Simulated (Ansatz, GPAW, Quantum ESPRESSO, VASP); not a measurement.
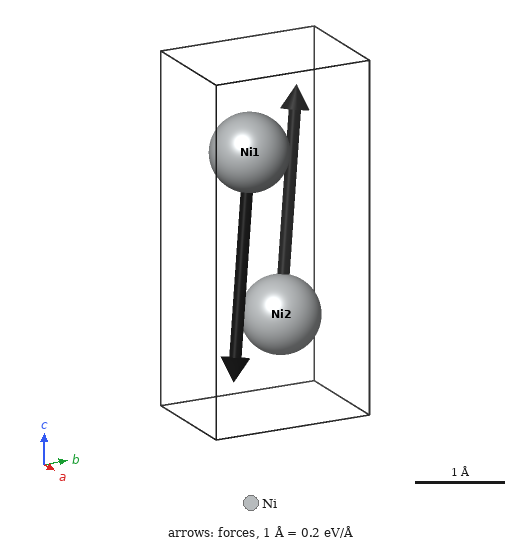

Ni (2 atoms) with its atoms moved off their places at random, by some hundredths of an ångström. The arrows are the forces from VASP (PBE potentials, release 64 Ni). The parent cell is a structure listed in the Materials Project. This isn't the form of Ni at room conditions, which is fcc.

```
Ni
1.0
     2.44802    0.00000    0.00000
    -1.22401    2.12005    0.00000
     0.00000    0.00000    4.07281
Ni
2
Direct
  0.67277 0.33548 0.75541
  0.34218 0.65836 0.24447
```

The same cell was run in four programs or potential sets. Alike in all runs: functional PBE; k mesh 12 × 12 × 7 on the run's cell of 2 atoms; occupations fermi-dirac, width 0.05 eV; collinear spin, ferromagnetic start; no spin-orbit coupling. The table gives the Cartesian components of the force on Ni1; with the net force removed, that on Ni2 is equal and opposite.

| program | Fx on Ni1 (eV/Å) | Fy on Ni1 (eV/Å) | Fz on Ni1 (eV/Å) |
| --- | --- | --- | --- |
| VASP (PBE potentials, release 64 Ni) | 0.040 | -0.042 | -0.433 |
| Ansatz LAPW (all-electron) | ? | ? | ? |
| Quantum ESPRESSO (SSSP 1.3 efficiency) | 0.040 | -0.043 | -0.443 |
| GPAW (PAW data 1.2.1) | 0.040 | -0.043 | -0.475 |

Question: What does Ansatz LAPW (all-electron) give?

Answer: (0.040, -0.042, -0.437) eV/Å on Ni1. The medians of the other rows are 0.040, -0.043, -0.443 eV/Å.

Question: How well do the programs agree?

Answer: The size of the force spans 0.437 to 0.479 eV/Å. Against the median force vectors, the rows deviate by 0.005 eV/Å rms as a rule, and GPAW (PAW data 1.2.1) most, by 0.035 eV/Å. With one functional throughout, the spread comes from potentials, basis sets and numerical settings, or from slightly different magnetic solutions. Deviations count direction as well as size.
